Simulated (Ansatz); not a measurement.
**Geometry relaxation of Ca₃F₇ (part 3 of 3)**

The same run, continued: Ca₃F₇ (slab, 10 atoms in the cell); DFT PBEsol, scalar-relativistic, plane waves, PAW, spin-polarised (Ansatz 0.2.0); cutoff 420 eV, 9×9×1 k-mesh, Gaussian smearing of 0.05 eV, collinear spins. The structure derives from an entry of the Crystallography Open Database. The input holds or restrains some coordinates. Forces given for the steps count only the free coordinates. It belongs to a series of runs on one base structure; here: F put at a top F site.

Geometry of the input (Å; fractional positions):
```
3.8331  0.0000  0.0000
-1.9165  3.3195  0.0000
0.0000  0.0000  26.8242
F  0.0000  0.0000  0.3169
Ca 0.6667  0.3333  0.3460
F  0.3333  0.6667  0.3752
F  0.6667  0.3333  0.4336
Ca 0.3333  0.6667  0.4626
F  0.0000  0.0000  0.4920
F  0.3333  0.6667  0.5498
Ca 0.0000  0.0000  0.5791
F  0.6667  0.3333  0.6090
F  0.6667  0.3333  0.6515
```

```
WARN: The output density's exchange-correlation potential varies sharply where the density is thin. Do not read a vacuum level from v_tot or v_xc, or from such a field of the output density. On a cell that repeats whose density bears no net charge and no dipole along the vacuum's axis use v_es (v_loc + v_h of the components); under efield.dipole_correction with no amplitude use v_es + v_field, which holds any external_charges[].barrier, or the levels of the report's work_function block, which leave it out; under a non-zero efield.amplitude the vacuum is tilted and has no level; on a cell that repeats and bears such a dipole with no correction it is tilted too, and efield.dipole_correction with no amplitude gives each side of its ramp a level where efield: is served; in a cell that repeats whose density bears a net charge (total_charge, or a fill off its count) it is curved and has none; of a slab under crystal.periodic whose density bears no net charge use v_es, which has a level on each side, short of where the two are joined; of another it falls or rises all the way out and has none; of a slab beside external_charges read slab_vacuum_level instead, which it has where they leave it neutral. The grid or the basis barely resolves most such structure, and the values can differ between equally converged runs; as a rule a tighter scf.convergence.dr2_threshold does not remove it. Where the density itself ripples (under the LDA too) a higher basis.ecutwfc lessens it. The files hold the spikes' plane waves up to the density's cutoff. Files: v_tot_of_output_density and the like, and their columns of v_z.tsv (output.write_potential); v_xc_of_output_density and the like, and their columns of v_comp_z.tsv (output.write_potential_components). Measured: with its Gaussian average of σ = 0.25 Å subtracted twice, the exchange-correlation potential is over 0.1 eV at 2852 of the grid points where the equally averaged density (valence and model cores) is under 1e-3 e/Å³, and 0.676 eV at the most among them, at an averaged density of 4.4e-8 e/Å³. The input density's (outcome.potential() and, of a run that writes arrays, v_tot and v_xc) is over 0.1 eV, so measured, at 681 points of its own thin density, 0.577 eV at the most. See output.write_potential in the manual, Limitations
SCF converged after 11 iterations
Stability not checked: this state was not tested for a lower state beside it, because the mixer in use, unlike msr1, does not test its closes by its own steps (another_mixer; see scf.mixing.algorithm and scf.lower_state_search)
Magnetization: 1.0000 μB (40.0000 up, 39.0000 down)
Absolute magnetization: 1.0780 μB (∫|ρ↑−ρ↓|, with the PAW one-centre terms)
Spin contamination: 0.0021 ħ² per cell (⟨S²⟩ above its minimum at these occupations)
Per-site moments (μB) at R_I (Å): [(-5.472162208512597e-7, 0.9682445957324944), (3.144098117045879e-7, 0.9682445957324944), (2.497028145706075e-6, 0.9665523251835175), (2.12706989718736e-5, 0.967681820794382), (-2.3708285772268043e-5, 0.956511836826997), (0.0004012122920014106, 0.9614987455086418), (0.010205714267967226, 0.956511836826997), (-0.0008890833241755047, 0.9402448351804442), (0.2316612914682194, 0.8066344700851785), (0.6990724140449687, 0.8066344700851785)]
Free energy (F): -10998.870479 eV
Harris-Foulkes:  -10998.870479 eV  (|F-HF|=8.22e-10)
Internal energy: -10998.870479 eV  (E = F + TS)
E sigma→0 (E₀):  -10998.870479 eV
Fermi energy:    -2.964885 eV
Dipole field:    D = -0.096370 V/Å  (p = -0.181773 e·Å, saw-weighted, corrected)
Work function:   Φ+ = 8.9868 eV   Φ− = 6.4017 eV
Levels:          The Fermi level and band energies are counted from a zero that moves with the ramp; work functions are not
--- Per-component energies (eV) ---
  E_band       = -1198.302944
  E_kinetic    = 2275.855051
  E_local      = -81846.680827  (includes V_loc(G=0)·N_el)
  E_nonlocal   = 710.486042
  E_hartree    = 39769.914117
  E_xc         = -959.633554
  E_vxc        = -1222.995341  (∫ρ·V_xc dr)
  E_paw        = -3865.067096  (= ΣΔE_a)
  E_vpaw       = -654.038995  (= ΣTr[D̂ρ^β])
  E_aug_tail   = 0.014197  (compensation charges beyond the density's cutoff)
  E_efield     = 0.008759  (sawtooth field / dipole correction)
  E_vefield    = -0.770120  (∫n·V_field dr)
  E_ewald      = 32915.579350
  E_core_change = 0.653481  (= ΣΔE_core)
  E_smearing   = -0.000000  (= −TS)
  E_closure    = 0.000000  (closes the sum)
  Σ components = -10998.870479   (vs F -10998.870479, Δ=0.00e0)
--- Forces (eV/Å), atoms counted from 1 ---
  atom   1  F      0.00000000    -0.00000000    -0.05940258
  atom   2  Ca     0.00000000     0.00000000     0.09758005
  atom   3  F     -0.00000000     0.00000000     0.03806095
  atom   4  F      0.00000000    -0.00000000    -0.08868032
  atom   5  Ca    -0.00000000     0.00000000    -0.00751162
  atom   6  F     -0.00000000     0.00000000     0.00292132
  atom   7  F      0.00000000    -0.00000000     0.01145024
  atom   8  Ca     0.00000000    -0.00000000    -0.00563813
  atom   9  F     -0.00000000     0.00000000     0.00425395
  atom  10  F      0.00000000     0.00000000     0.00696954
  max |Σ_I F_I| component: 3.43e-6 eV/Å
--- Band table (eV; the first three rows and the last of 24) ---
  k-point 0 ↑: bands = ["-40.6103", "-40.5479", "-40.2949", "-25.1737", "-24.6420", "-24.5827", "-24.0212", "-23.8194", "-23.5188", "-23.4389", "-21.6638", "-21.6638", "-21.5680", "-21.5680", "-21.5428", "-21.4155", "-21.3677", "-21.3677", "-20.9757", "-7.7832", "-7.1011", "-7.1011", "-6.6393", "-6.6393", "-6.6356", "-6.2316", "-6.2316", "-6.1621", "-5.7779", "-5.4555", "-5.4555", "-5.3144", "-5.0860", "-5.0860", "-4.9415", "-4.8118", "-4.8118", "-4.5384", "-4.2702", "-4.2702", "2.2657", "3.1374", "3.7694", "4.1408", "4.5256", "4.5256", "4.5694", "4.5694", "4.7566", "4.7566"]
  k-point 1 ↑: bands = ["-40.6069", "-40.5450", "-40.2919", "-25.2082", "-24.6319", "-24.6024", "-24.0748", "-23.8573", "-23.5354", "-23.4458", "-21.6716", "-21.6064", "-21.5748", "-21.5545", "-21.5069", "-21.4404", "-21.3746", "-21.2832", "-20.9946", "-7.7914", "-7.0537", "-7.0490", "-6.6535", "-6.6047", "-6.5832", "-6.2927", "-6.1842", "-6.0619", "-5.8629", "-5.6008", "-5.4990", "-5.2120", "-5.1616", "-5.0923", "-4.8803", "-4.8273", "-4.8249", "-4.5126", "-4.3010", "-4.2771", "2.4666", "3.3592", "3.9360", "4.2019", "4.4087", "4.5309", "4.5592", "4.6089", "4.6619", "4.8273"]
  k-point 2 ↑: bands = ["-40.5982", "-40.5376", "-40.2843", "-25.2917", "-24.6621", "-24.5941", "-24.1961", "-23.9494", "-23.5763", "-23.4626", "-21.6915", "-21.6103", "-21.5921", "-21.5562", "-21.4137", "-21.3919", "-21.3047", "-21.1501", "-20.9987", "-7.8117", "-6.9961", "-6.9083", "-6.6924", "-6.5177", "-6.5136", "-6.3251", "-6.1707", "-6.0839", "-5.8231", "-5.6496", "-5.5771", "-5.3364", "-5.1190", "-5.0756", "-4.8674", "-4.8521", "-4.7710", "-4.4745", "-4.3683", "-4.2949", "2.9836", "3.8700", "4.0518", "4.1727", "4.4473", "4.5938", "4.6380", "4.7215", "4.9875", "5.0044"]
  k-point 11 ↓: bands = ["-40.5783", "-40.5196", "-40.2661", "-24.9558", "-24.5295", "-24.5115", "-24.4899", "-24.4044", "-23.8733", "-22.1846", "-21.6942", "-21.6742", "-21.5641", "-21.3271", "-21.1904", "-21.1635", "-21.0583", "-21.0522", "-21.0339", "-7.0219", "-6.9996", "-6.8762", "-6.6770", "-6.5530", "-6.4177", "-6.1210", "-5.9919", "-5.9400", "-5.5904", "-5.5220", "-5.3117", "-5.1403", "-5.0040", "-4.9905", "-4.8469", "-4.8186", "-4.6670", "-3.8210", "-3.8074", "-2.2393", "3.8695", "4.0403", "4.1533", "4.2847", "4.5940", "4.9158", "5.0780", "5.1174", "5.1979", "5.4669"]
--- Relaxed structure (6 steps of the walk, 6 accepted, 0 SCFs on fresh bases) ---
  F+E_penalty+E_count = -10998.87047885 eV   max|allowed force component| = 1.145e-2 eV/Å
  atoms:
    - { symbol: F, position: [-2.775557561562891e-17, -2.220446049258391e-17, 0.3168780577] }
    - { symbol: Ca, position: [0.6666666666666665, 0.3333333333333333, 0.34604649179999997] }
    - { symbol: F, position: [0.3333333333333333, 0.6666666666666666, 0.375214926] }
    - { symbol: F, position: [0.6666666666666665, 0.3333333333333333, 0.4335517944] }
    - { symbol: Ca, position: [0.3333333333333333, 0.6666666666666666, 0.46256728918925905] }
    - { symbol: F, position: [-2.7623917769019888e-17, -2.220446049258391e-17, 0.4921109766028652] }
    - { symbol: F, position: [0.3333333333333333, 0.6666666666666666, 0.5490122411989425] }
    - { symbol: Ca, position: [-2.7851075372774455e-17, -2.2204460492583907e-17, 0.5790066215000423] }
    - { symbol: F, position: [0.6666666666666665, 0.3333333333333333, 0.5993619488385021] }
    - { symbol: F, position: [0.6666666666666665, 0.3333333333333333, 0.6722617033121957] }
--- Löwdin populations: 10 sites ---
  site symbol       q [e]    m [muB]
     0      F      7.7788     0.0000
     1     Ca      8.2350    -0.0000
     2      F      7.7634     0.0000
     3      F      7.7588     0.0000
     4     Ca      8.2664     0.0000
     5      F      7.7582     0.0003
     6      F      7.7587     0.0093
     7     Ca      8.2352    -0.0024
     8      F      7.5884     0.2403
     9      F      7.2129     0.7574
  spilling = 0.008154 (of n_electrons = 79.000000)
```

**File populations.tsv**
```
# site	symbol	l	j	q_up	q_dn
# orbitals = lowdin
# n_electrons = 79.000000
# spilling = 0.008154
0	F	0_2S	-	0.970663	0.970663
0	F	1_2P	-	2.918748	2.918747
1	Ca	0_3S	-	0.995777	0.995777
1	Ca	0_4S	-	0.125394	0.125396
1	Ca	1_3P	-	2.996311	2.996311
2	F	0_2S	-	0.967187	0.967187
2	F	1_2P	-	2.914492	2.914487
3	F	0_2S	-	0.966230	0.966228
3	F	1_2P	-	2.913177	2.913158
4	Ca	0_3S	-	0.994567	0.994569
4	Ca	0_4S	-	0.142955	0.142934
4	Ca	1_3P	-	2.995699	2.995697
5	F	0_2S	-	0.966155	0.966152
5	F	1_2P	-	2.913108	2.912772
6	F	0_2S	-	0.967274	0.967094
6	F	1_2P	-	2.916721	2.907637
7	Ca	0_3S	-	0.995706	0.995665
7	Ca	0_4S	-	0.124318	0.126997
7	Ca	1_3P	-	2.996388	2.996141
8	F	0_2S	-	0.972936	0.966760
8	F	1_2P	-	2.941415	2.707331
9	F	0_2S	-	0.995319	0.993694
9	F	1_2P	-	2.989838	2.234085
```

**Trajectory as extended XYZ (Å, eV, eV/Å), 6 frames, from step=1 to step=6**
```
10
Lattice="3.8331 0.0000 0.0000 -1.9165 3.3195 0.0000 0.0000 0.0000 26.8242" Properties=species:S:1:pos:R:3:forces:R:3 step=1 energy=-10989.49369
F     0.0000    0.0000    8.5000    0.0000   0.0000  -0.0527
Ca    1.9165    1.1065    9.2824    0.0000   0.0000   0.0736
F     0.0000    2.2130   10.0648    0.0000   0.0000   0.0668
F     1.9165    1.1065   11.6297    0.0000   0.0000  -0.0842
Ca    0.0000    2.2130   12.4093    0.0000   0.0000  -0.1423
F     0.0000    0.0000   13.1978    0.0000   0.0000   0.0291
F     0.0000    2.2130   14.7485    0.0000   0.0000   0.3981
Ca    0.0000    0.0000   15.5334    0.0000   0.0000  -1.3648
F     1.9165    1.1065   16.3351    0.0000   0.0000 -26.8808
F     1.9165    1.1065   17.4751    0.0000   0.0000  27.9575
10
Lattice="3.8331 0.0000 0.0000 -1.9165 3.3195 0.0000 0.0000 0.0000 26.8242" Properties=species:S:1:pos:R:3:forces:R:3 step=2 energy=-10995.30619
F     0.0000    0.0000    8.5000    0.0000   0.0000  -0.0586
Ca    1.9165    1.1065    9.2824    0.0000   0.0000   0.1010
F     0.0000    2.2130   10.0648    0.0000   0.0000   0.0167
F     1.9165    1.1065   11.6297    0.0000   0.0000  -0.1541
Ca    0.0000    2.2130   12.3979    0.0000   0.0000   0.0302
F     0.0000    0.0000   13.1609    0.0000   0.0000  -0.0723
F     0.0000    2.2130   14.7525    0.0000   0.0000  -0.2402
Ca    0.0000    0.0000   15.4332    0.0000   0.0000   0.7538
F     1.9165    1.1065   16.3043    0.0000   0.0000 -18.5452
F     1.9165    1.1065   17.6694    0.0000   0.0000  18.1721
10
Lattice="3.8331 0.0000 0.0000 -1.9165 3.3195 0.0000 0.0000 0.0000 26.8242" Properties=species:S:1:pos:R:3:forces:R:3 step=3 energy=-10998.63340
F     0.0000    0.0000    8.5000    0.0000   0.0000  -0.0592
Ca    1.9165    1.1065    9.2824    0.0000   0.0000   0.1025
F     0.0000    2.2130   10.0648    0.0000   0.0000   0.0098
F     1.9165    1.1065   11.6297    0.0000   0.0000  -0.1434
Ca    0.0000    2.2130   12.3974    0.0000   0.0000   0.0716
F     0.0000    0.0000   13.1648    0.0000   0.0000  -0.1314
F     0.0000    2.2130   14.7462    0.0000   0.0000  -0.5481
Ca    0.0000    0.0000   15.4377    0.0000   0.0000   1.0810
F     1.9165    1.1065   16.1116    0.0000   0.0000  -2.4902
F     1.9165    1.1065   17.8645    0.0000   0.0000   2.1085
10
Lattice="3.8331 0.0000 0.0000 -1.9165 3.3195 0.0000 0.0000 0.0000 26.8242" Properties=species:S:1:pos:R:3:forces:R:3 step=4 energy=-10998.81685
F     0.0000    0.0000    8.5000    0.0000   0.0000  -0.0591
Ca    1.9165    1.1065    9.2824    0.0000   0.0000   0.1001
F     0.0000    2.2130   10.0648    0.0000   0.0000   0.0167
F     1.9165    1.1065   11.6297    0.0000   0.0000  -0.1220
Ca    0.0000    2.2130   12.4010    0.0000   0.0000   0.1042
F     0.0000    0.0000   13.1953    0.0000   0.0000  -0.1281
F     0.0000    2.2130   14.7312    0.0000   0.0000  -0.2240
Ca    0.0000    0.0000   15.4918    0.0000   0.0000   0.3962
F     1.9165    1.1065   16.0583    0.0000   0.0000  -0.9810
F     1.9165    1.1065   17.8997    0.0000   0.0000   0.8930
10
Lattice="3.8331 0.0000 0.0000 -1.9165 3.3195 0.0000 0.0000 0.0000 26.8242" Properties=species:S:1:pos:R:3:forces:R:3 step=5 energy=-10998.86956
F     0.0000    0.0000    8.5000    0.0000   0.0000  -0.0594
Ca    1.9165    1.1065    9.2824    0.0000   0.0000   0.0971
F     0.0000    2.2130   10.0648    0.0000   0.0000   0.0402
F     1.9165    1.1065   11.6297    0.0000   0.0000  -0.0836
Ca    0.0000    2.2130   12.4089    0.0000   0.0000  -0.0615
F     0.0000    0.0000   13.1965    0.0000   0.0000   0.0284
F     0.0000    2.2130   14.7201    0.0000   0.0000   0.0411
Ca    0.0000    0.0000   15.5270    0.0000   0.0000  -0.0576
F     1.9165    1.1065   16.0538    0.0000   0.0000   0.0683
F     1.9165    1.1065   18.0113    0.0000   0.0000  -0.0160
10
Lattice="3.8331 0.0000 0.0000 -1.9165 3.3195 0.0000 0.0000 0.0000 26.8242" Properties=species:S:1:pos:R:3:forces:R:3 step=6 energy=-10998.87048
F     0.0000    0.0000    8.5000    0.0000   0.0000  -0.0594
Ca    1.9165    1.1065    9.2824    0.0000   0.0000   0.0976
F     0.0000    2.2130   10.0648    0.0000   0.0000   0.0381
F     1.9165    1.1065   11.6297    0.0000   0.0000  -0.0887
Ca    0.0000    2.2130   12.4080    0.0000   0.0000  -0.0075
F     0.0000    0.0000   13.2005    0.0000   0.0000   0.0029
F     0.0000    2.2130   14.7268    0.0000   0.0000   0.0115
Ca    0.0000    0.0000   15.5314    0.0000   0.0000  -0.0056
F     1.9165    1.1065   16.0774    0.0000   0.0000   0.0043
F     1.9165    1.1065   18.0329    0.0000   0.0000   0.0070
```

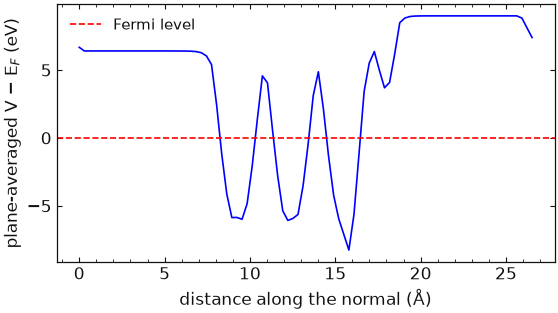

**Figure 1.** Plane average of the electrostatic potential energy of an electron across the cell, from the Fermi level. The vacuum level lies 8.99 eV above the Fermi level on the upper side and 6.40 eV on the lower.

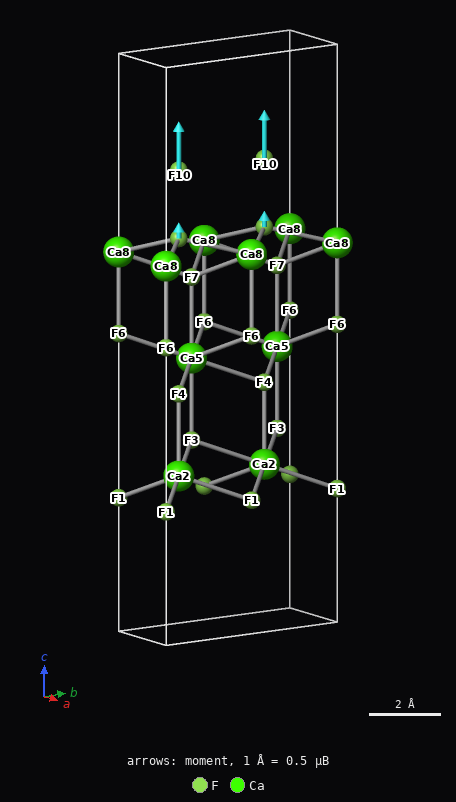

**Figure 2.** Magnetic moments of the sites as teal arrows (ball-and-stick view of the 1 × 2 repeat of the cell, with the vacuum cut short, seen slightly off an axis; atoms are numbered from 1 in the order of the input); small moments hardly show. The run is collinear, so the axis drawn is arbitrary. Site moments: F10 (0.70 μB); F9 (0.23 μB). They are counted near the atoms and needn't add up to the moment of the cell.

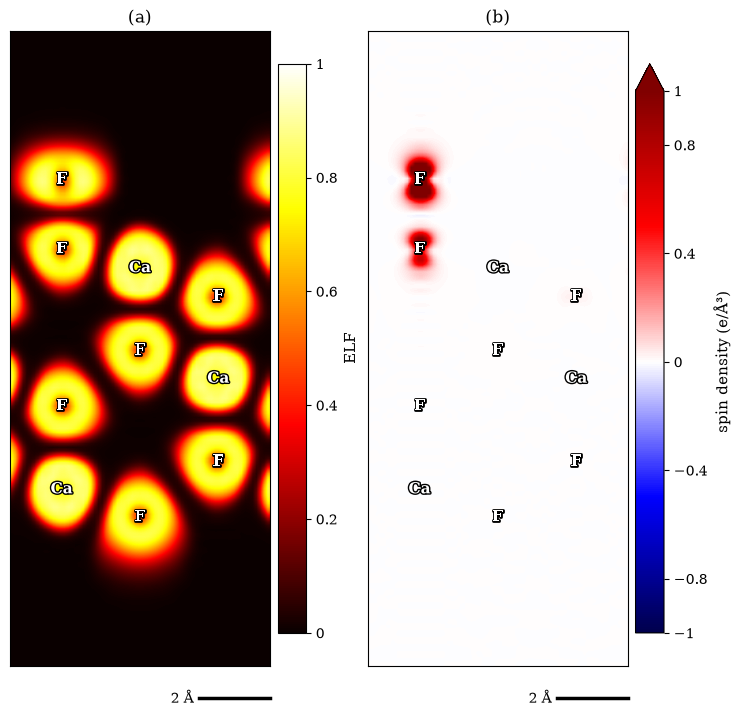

**Figure 3.** (a) electron localisation function; (b) magnetisation density (up minus down) on the (110) plane of the calculation cell, a cut from vacuum to vacuum. Atoms in the plane: F and Ca. Ca–F (2.28 Å): the ELF peaks at about 0.85 in the valence shell of F, 0.6 Å from its nucleus, and drops to about 0.05 between the two atoms (ionic bonding with no shared pair). Ca–F (2.33 Å): the ELF peaks at about 0.80 in the valence shell of F, 0.6 Å from its nucleus, and drops to about 0.05 between the two atoms (a largely ionic contact). The strong features right at Ca lie inside the PAW spheres (semicore, d or f shells) and say nothing about bonding. The spin density sits on F: +0.7 μB in one cell of 10 atoms. The cell of the calculation (10 atoms) carries 1.0 μB net. The fields are those of the smooth PAW valence density.

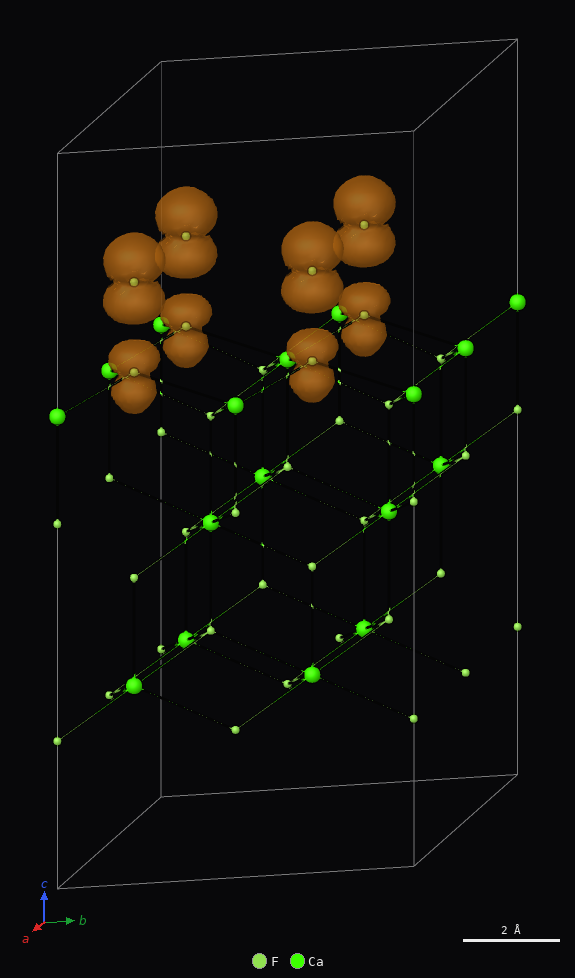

**Figure 4.** Isosurfaces of the spin density at +0.06 (orange) and −0.06 e/Å³ (purple), seen slightly off an axis. Sticks mark near contacts. The spin density sits on F: +0.7 μB in one cell of 10 atoms. The cell of the calculation (10 atoms) carries 1.0 μB net. Only one sign reaches the isovalue.

**Results in brief**

```tsv
quantity	value
outcome	converged under the restraints of the input
electrons treated	79
free energy	−10998.8705 eV
work function, top face	8.99 eV
work function, bottom face	6.40 eV
Fermi energy	−2.965 eV
gap on the k-point mesh	1.29 eV
net moment of the cell	1.00 μB
integrated absolute moment	1.08 μB
final volume	341.31 Å³
work function (upper face)	8.99 eV
largest force (length of the vector) at the end, held atoms and coordinates included	0.098 eV/Å
hardware	2 threads of AMD EPYC (Zen 5), 32 GiB of memory available, shared host
wall time	54 s (CPU time 1.8 min)
peak memory	0.84 GiB
```

**Notes**

The program warns: the exchange-correlation potential is rough where the density is thin.
